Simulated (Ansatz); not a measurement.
System: Rh.

Input file:

```
crystal:
  lattice:
    - [0.038031, 1.9205655, 1.9205655]
    - [1.9205655, 0.038031, 1.9205655]
    - [1.9205655, 1.9205655, 0.038031]
  atoms:
    - { symbol: Rh, position: [0.0, 0.0, 0.0] }
kpoints:
  mp_grid: { grid: [16, 16, 16] }
scf:
  occupations: { method: fermi_dirac, width: 0.08 }
hamiltonian:
  xc: pbe
  pseudopotentials: { kind: paw }
output:
  forces: true
  stress: true
  eigenvalues: true
  efg: { contact_densities: true }
  write_density: true
  write_potential: true
  elf: true
  volumetric_format: npy
```

Command:

```sh
ansatz run input.yaml --threads 1 --pin off --max-ram 3072MiB --backend cpu --events-out ev --progress --plain --runs-dir out
```

Below, planes, directions and counts refer to the conventional cell (a = 2.66 Å, b = 2.66 Å, c = 6.72 Å, α = 90.00°, β = 90.00°, γ = 120.00°).

Space group R-3m; changed on purpose from its base cell (equal xy, yz and zx shear strains of +2 %, PAW files); computed pressure about 6 GPa in this cell; computed without spin polarisation.

Computed with DFT, PBE, PAW with Ansatz's default frozen-core files, scalar-relativistic (Ansatz).

What can the converged valence pseudo-density and electron localisation function tell about the bonding?

Answer. Rh–Rh (2.66 Å): ρ is about 0.39 e/Å³ halfway; the ELF is about 0.25 at the midpoint (no localised pair shows between them).
Rh–Rh (2.72 Å): ρ is about 0.34 e/Å³ halfway; the ELF is about 0.25 at the midpoint; no localised pair shows between them.

Metal or insulator at this level of theory?

Answer. It is metallic or semimetallic at this level of theory: no gap opens.

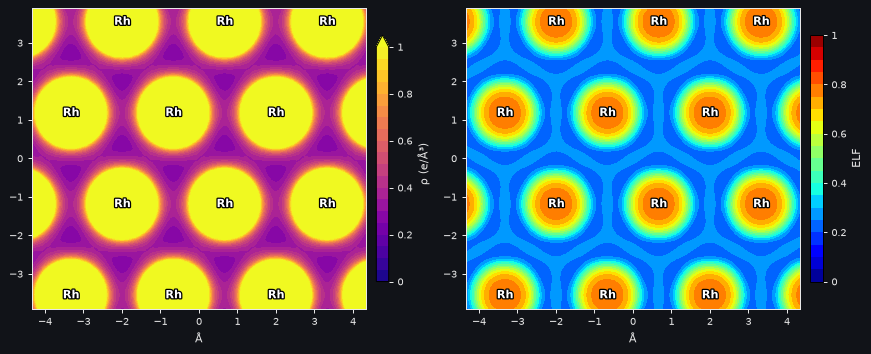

Computed valence pseudo-density and electron localisation function on the (011̄) plane of the conventional cell, in this order. 
